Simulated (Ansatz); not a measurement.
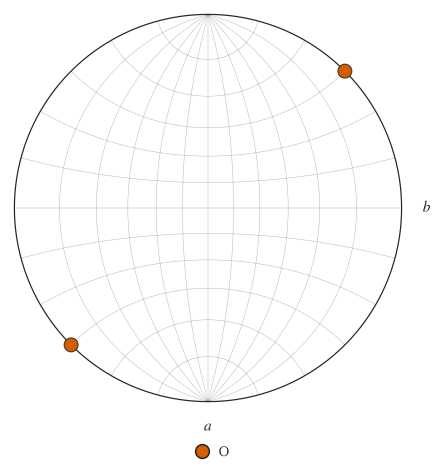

Crystal: CO₂, the geometry relaxed with DFT PBE+D3(BJ), scalar-relativistic, plane waves, PAW (Ansatz 0.2.0). Directions from one carbon atom at (1/2, 1/2, 1/2) to its bonded neighbours, in stereographic projection down c (filled: above the plane of the page or in it, open: below). The drawing is computed from the coordinates (standard cell, symmetry found to 0.002 Å).

Neighbours are counted up to 1.65 Å for O.

```
CELL_PARAMETERS angstrom
4.42669 0.00000 0.00000
0.00000 4.42669 0.00000
0.00000 0.00000 4.80898
ATOMIC_POSITIONS crystal
C 0.50000 0.50000 0.50000
C 0.00000 0.00000 0.00000
O 0.31325 0.68675 0.50000
O 0.68675 0.31325 0.50000
O 0.18675 0.18675 0.00000
O 0.81325 0.81325 0.00000
```

Q: How many neighbours are there, and at what angles?

A: 2: 2 O at 1.17 Å. Angles between bonds: 180° (1×).

Q: What is the site's symmetry in the crystal?

A: Point group mmm (D2h), order 8: three twofold axes, three mirror planes, an inversion centre. In No. 136, P4₂/mnm this is Wyckoff position 2a.
